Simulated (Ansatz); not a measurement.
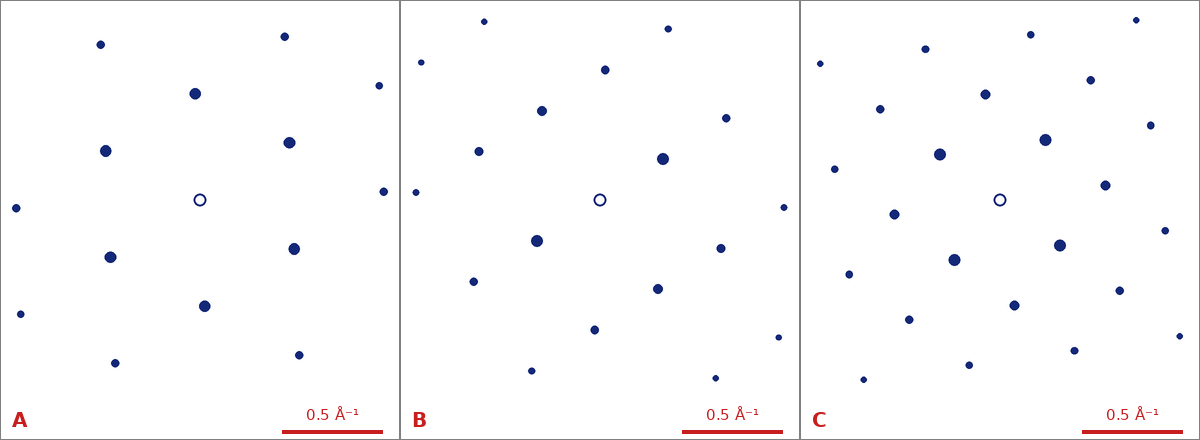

Kinematic zone-axis patterns, calculated for 200 keV electrons with B = 0.5 Å².

All three come from Mn, space group Pm-3m (No. 221), a = 2.66 Å. Structure: the end point of a relaxation with Ansatz 0.2.0, DFT r2SCAN, scalar-relativistic, plane waves, PAW; the starting structure was generated, so it need not be a known form of this composition.

```json
{"atom": "Mn", "site": "1a", "symmetry": "m-3m", "x": "0.0000", "y": "0.0000", "z": "0.0000"}
```

**Assign the zone axes [001], [110], [111] to A, B and C.**

A is [111]: hexagonal net of -1 1 0 at d = 1.88 Å and -1 0 1 at d = 1.88 Å, at 60.0°. B is [110]: rectangular net of 0 0 1 at d = 2.66 Å and 1 -1 0 at d = 1.88 Å, at 90.0°. C is [001]: square net of 1 0 0 at d = 2.66 Å and 0 1 0 at d = 2.66 Å, at 90.0°.
